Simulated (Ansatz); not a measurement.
```yaml
crystal:
  lattice:
    - [3.76031, 0.00000, 0.00000]
    - [-1.88015, 3.25652, 0.00000]
    - [0.00000, 0.00000, 22.19003]
  atoms:
    - { symbol: Se, position: [0.33333, 0.66667, 0.33799] }
    - { symbol: Se, position: [0.66667, 0.33333, 0.44285] }
    - { symbol: Pt, position: [0.00000, 0.00000, 0.50000] }
    - { symbol: Se, position: [0.33333, 0.66667, 0.55715] }
    - { symbol: Se, position: [0.66667, 0.33333, 0.66201] }
```

Not relaxed (largest force 0.9 eV/Å).

All numbers below come from DFT PBEsol, scalar-relativistic, plane waves, PAW (Ansatz).

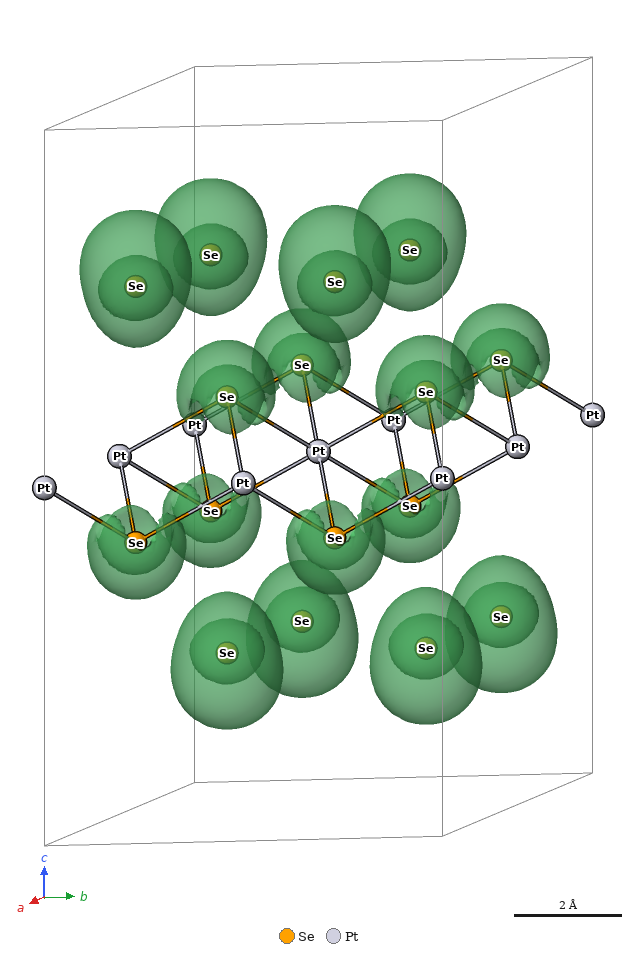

PtSe$_{4}$ (slab). Isosurface of the ELF at 0.75 (green), seen slightly off an axis. Only the valence region is drawn (cores and ρ < 0.01 e/Å³ removed). Sticks mark near contacts.

Core electrons are frozen (PAW), and the valence fields are smoothed inside the atomic spheres.

Q: What do the ELF domains correspond to?

A: The ELF exceeds this value in four regions wrapped around Se (the valence shell of each), counted in one cell of 5 atoms. Counts are for one cell; the picture repeats the cell along the surface.

Values along the shortest contacts:
Pt–Se (2.51 Å): the ELF is about 0.45 at the midpoint.
